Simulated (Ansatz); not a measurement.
Nudged elastic band of Bi (part 4 of 4)

The same run, continued: Bi (defect cell, 15 atoms in the cell); DFT with PBE, PAW plane waves, no spin polarisation (Ansatz 0.2.0); cutoff 420 eV, 2×2×2 k-mesh, Fermi–Dirac smearing of 0.05 eV. The structure derives from an entry of the Crystallography Open Database.

Geometry of the input (Å; fractional positions):
```
4.5964  7.9611  -0.0000
-4.5964  7.9611  -0.0000
0.0000  -5.3074  7.9956
Bi 0.1160  0.1146  0.3513
Bi 0.3835  0.3822  0.1495
Bi 0.1178  0.1114  0.8501
Bi 0.3862  0.3837  0.6503
Bi 0.1139  0.6215  0.3508
Bi 0.3777  0.8836  0.1460
Bi 0.1171  0.6156  0.8498
Bi 0.3827  0.8795  0.6472
Bi 0.6239  0.1083  0.3480
Bi 0.8806  0.3829  0.1446
Bi 0.6175  0.1193  0.8551
Bi 0.8872  0.3847  0.6512
Bi 0.6171  0.6182  0.3489
Bi 0.8807  0.8828  0.1518
Bi 0.8808  0.8785  0.6459
```

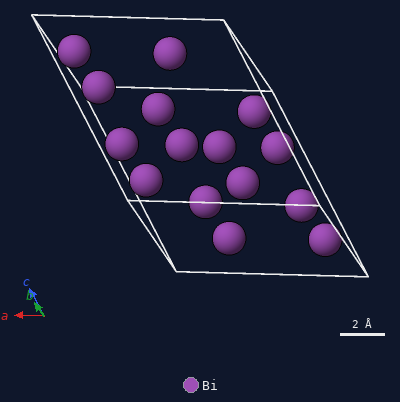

**Figure 1.** The structure as given in the input (spheres-only view of the reduced cell, seen at an oblique angle).

Key numbers

- outcome: converged
- barrier, forward: 0.108 eV
- barrier, backward: 0.106 eV
- electrons treated: 225
- hardware: 4 threads of Arm Neoverse V1, 24 GiB of memory available, shared host
- wall time: 27 min (CPU time 81 min)
- peak memory: 3.9 GiB

Remarks

Spin–orbit coupling is left out, which matters for Bi. The order of the saddle point was not checked.
